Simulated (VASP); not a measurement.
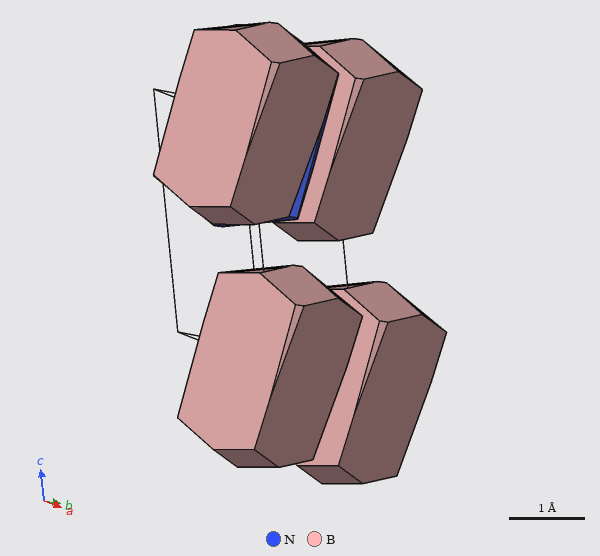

Computed Voronoi cells of the atoms in the unit cell of BN (space group P1 (No. 1), a = 2.508 Å, b = 2.508 Å, c = 3.274 Å, α = 101.11°, β = 101.11°, γ = 119.81°), coloured by the element inside, shrunk a little to part them. Source: a cell listed in the Materials Project, as set up for an electronic-structure calculation.

| site | Wyckoff | x | y | z |
| --- | --- | --- | --- | --- |
| N | 1a | 0.6685 | 0.3324 | 0.9850 |
| B | 1a | 0.9796 | 0.9835 | 0.0018 |

What share of the volume falls to each element, and how large are the cells?

Answer. B: 8.2 Å³ per atom, 50 % of the volume; N: 8.2 Å³ per atom, 50 % of the volume. The partition uses no radii, so it reflects positions alone and not ionic sizes.
